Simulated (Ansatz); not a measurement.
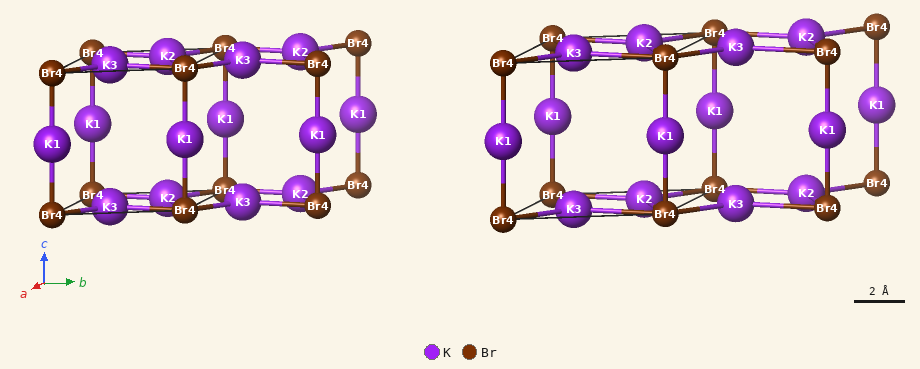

Two geometries of crystalline K3Br (a generated structure, set up in P6/mmm) (coarse preliminary run), drawn at one scale. One is the start of a relaxation, the other its converged end. A ball-and-stick model of the cell of the calculation, repeated 1 × 2 × 1 with one cell outlined, seen from a free direction.

Method: Ansatz 0.2.0, DFT PBE, scalar-relativistic, plane waves, PAW. Settings: plane-wave cutoff 420 eV; k-point mesh 6 × 6 × 4; occupations gaussian; smearing width 0.1 eV; no spin polarisation; cell and atoms relaxed; force threshold 0.04 eV/Å; at most 70 steps.

### Which geometry has the lower energy?

The right one is the relaxed one. The energy falls by 316 meV per atom in 6 accepted moves (8 points after the start). All forces vanish by symmetry, so only the cell relaxes. The pressure goes from 6.60 to 0.03 GPa. The SCF was repeated twice at an unchanged geometry on a basis and grid sized afresh for the cell, which shifted the energy by 5.5 meV per atom at most. The atoms keep their places relative to the cell (all moves are under 0.005 Å). Cell: a = b 5.446 → 6.646 Å (+22.0 %), c 5.748 → 6.333 Å (+10.2 %). Volume +64.1 %. Some distances before and after: K2–K3 3.144 → 3.837 Å, K2–Br4 3.144 → 3.837 Å, K1–Br4 2.874 → 3.166 Å. The space group stays P6/mmm (No. 191).
